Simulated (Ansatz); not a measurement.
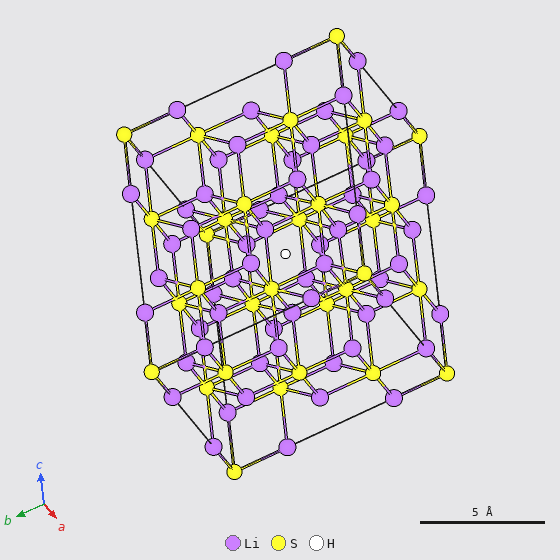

Ball-and-stick drawing of the structure, looking from a general direction. The supercell is outlined; an atom on or near a face, edge or corner is repeated at each equivalent position. The host is Li2S, in a cell of 48 sites, and the cell is neutral.

Name the defect and give its surroundings.

Answer. An interstitial hydrogen atom. It is bonded to no bonds drawn.

Results below were computed with Ansatz, DFT PBEsol, scalar-relativistic, plane waves, PAW; the settings were cutoff 420 eV, 2×2×2 k-mesh, Gaussian smearing of 0.01 eV, collinear spins.

Is the defect magnetic?

Answer. Yes, 1.0 μB in the cell.

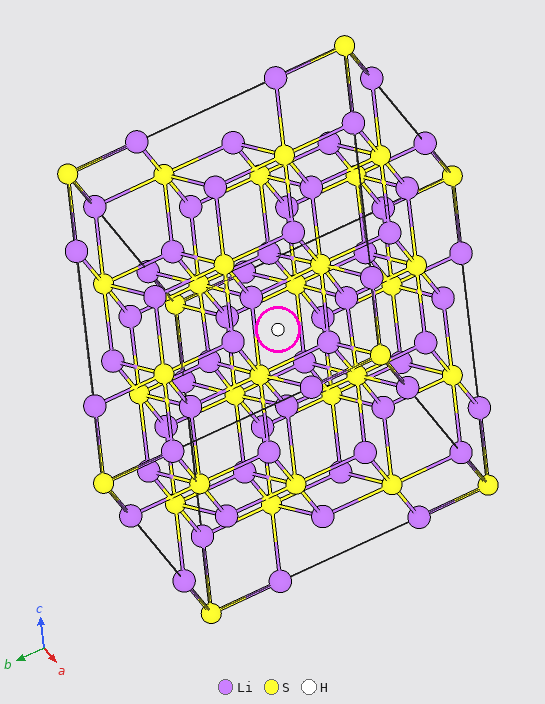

The same cell with a ring at the defect's site.

The atoms were relaxed in the host's cell with DFT PBEsol, scalar-relativistic, plane waves, PAW (Ansatz 0.2.0).
